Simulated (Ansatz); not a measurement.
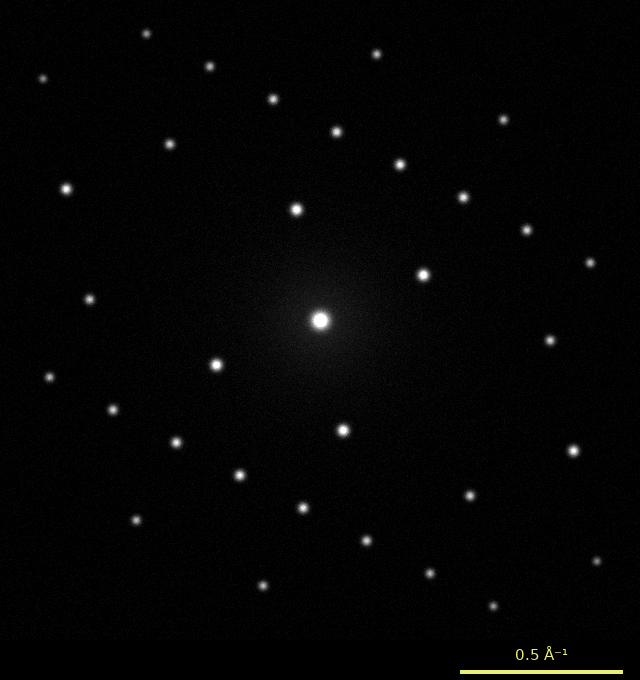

Computed electron diffraction pattern, 100 kV, single scattering only, B = 1 Å².

### Describe the geometry of this pattern.

The spots form a rectangular net whose two shortest vectors correspond to d = 4.53 Å and 3.70 Å, 90.0° apart.

### What is the point symmetry of the pattern, intensities included?

2mm. A zero-layer kinematic pattern is always centrosymmetric (Friedel's law).

### What was simulated?

This cannot be fixed from one zone alone; the pattern is [211] of Pb, space group Pm-3n (No. 223), a = 6.403 Å. The net vectors are 0 1 -1 (itself too weak to see) and -1 1 1 (itself extinct). Structure: coordinates from a relaxation with DFT PBE, scalar-relativistic, plane waves, PAW (Ansatz); the starting structure was generated, so it need not be a known form of this composition.
